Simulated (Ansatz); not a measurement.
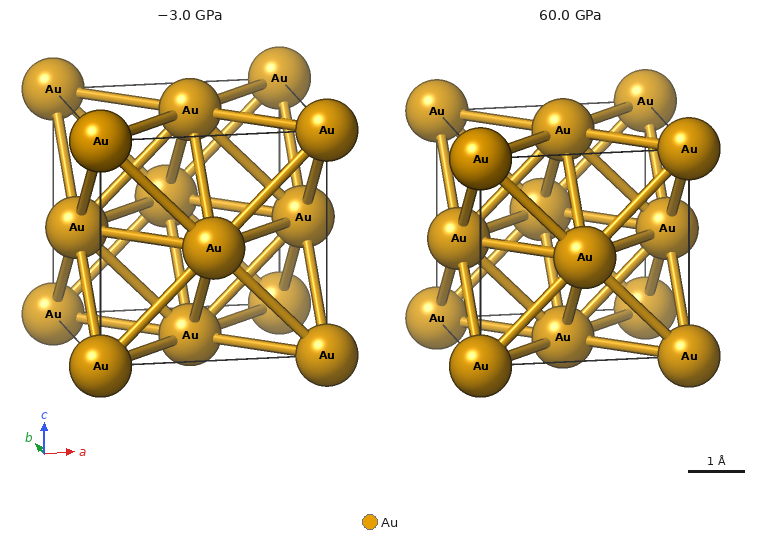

Solid Au (set up in Fm-3m), relaxed (cell and atoms) at several target pressures. The picture shows the first and the last member. A ball-and-stick model of the conventional cell (4 times the calculation's cell), seen slightly off an axis. Lengths and directions refer to the drawn axes.

Computed with Ansatz 0.2.0: DFT PBE, scalar-relativistic, plane waves, PAW. (plane-wave cutoff 420 eV; k-point mesh 18 × 18 × 18; occupations gaussian; smearing width 0.1 eV; no spin polarisation; cell and atoms relaxed; force threshold 0.008 eV/Å)

```
pressure (GPa)  volume (Å³/atom)  a (Å)
          −3.0            18.385  4.190
           0.0            17.971  4.158
           3.0            17.621  4.131
           8.0            17.112  4.091
          15.0            16.535  4.044
          30.0                 ?      ?
          60.0            14.369  3.859
```

> One row is withheld. What does the calculation give there?

Murnaghan's form V = V₀(1 + B′P/B₀)^(−1/B′), with V₀ = 17.971 Å³ from the row at zero pressure, fits the other rows with B₀ = 144 GPa and B′ = 5.11 (largest miss 0.014 Å³). At 30.0 GPa it gives 17.971 × (1 + 5.11 × 30.0/144)^(−1/5.11) = 15.594 Å³ per atom. The calculation gives 15.607 Å³/atom (a = 3.967 Å). The estimate is 0.013 Å³/atom too low. From the first member to the last: Au–Au 2.963 → 2.729 Å.

The whole series:

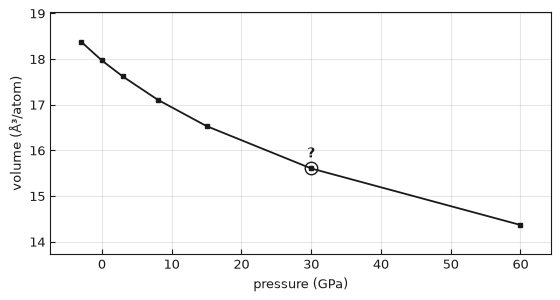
